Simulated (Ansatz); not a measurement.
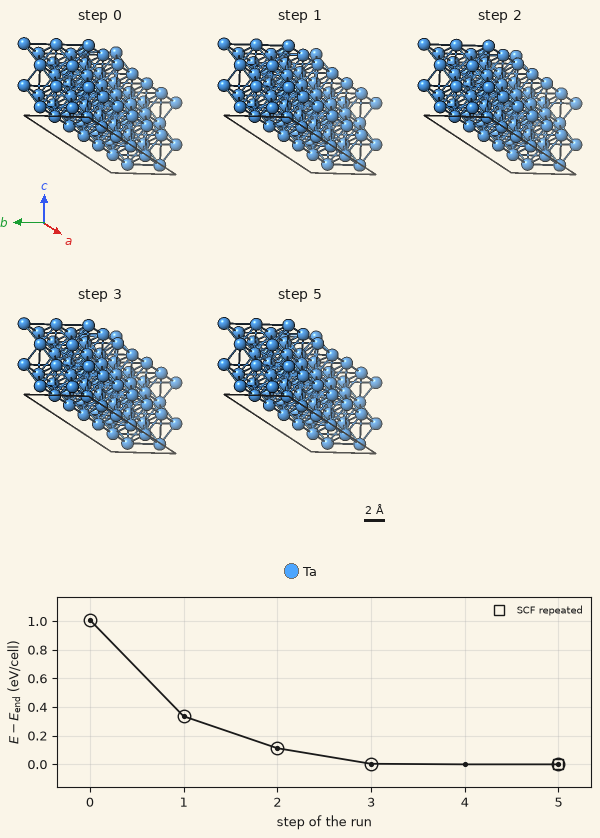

Frames of a constrained relaxation of a slab of composition Ta (cut from the Im-3m phase), marked on the history of the run. The picture is a ball-and-stick view of the 1 × 2 repeat of the cell, outlined in the plane, without the vacuum (origin shifted), seen from a free direction.

Case: stripe over 2 of 6 cells, two steps. 12 atoms are held fixed.

The calculation used DFT PBE, scalar-relativistic, plane waves, PAW (Ansatz). Settings: plane-wave cutoff 420 eV; k-point mesh 3 × 14 × 1; occupations gaussian; smearing width 0.1 eV; no spin polarisation; dipole correction; atoms relaxed in a fixed cell; force threshold 0.02 eV/Å; at most 45 steps.

Q: Describe the path.

A: The atom that moves furthest is a Ta atom (0.59 Å along the normal (−c)). The cell doesn't change. Near-neighbour distances that change, for instance: Ta–Ta 3.319 → 3.000 Å, Ta–Ta 2.874 → 2.578 Å, Ta–Ta 3.319 → 3.199 Å, Ta–Ta 3.319 → 3.430 Å. Bond angles that change, for instance: Ta–Ta–Ta 90.0° → 107.3°, Ta–Ta–Ta 70.5° → 80.1°, Ta–Ta–Ta 125.3° → 130.1°. The energy falls by 1.009 eV per cell of the calculation in 4 accepted moves (5 points after the start). The largest force component goes from 3.2 to 0.018 eV/Å. 1 step only repeated the SCF at the same geometry. Cost: 22 min on 4 threads of Intel(R) Xeon(R) Processor @ 2.50GHz (Skylake/Cascade Lake) (shared host), peak memory 5.3 GiB. From step 0 to 1: a Ta atom moves most (0.19 Å), energy −0.673 eV per cell of the calculation. From step 1 to 2: a Ta atom moves most (0.19 Å), energy −0.223 eV per cell of the calculation. From step 2 to 3: a Ta atom moves most (0.19 Å), energy −0.109 eV per cell of the calculation. From step 3 to 5: a Ta atom moves most (0.03 Å), energy −4.0 meV per cell of the calculation.
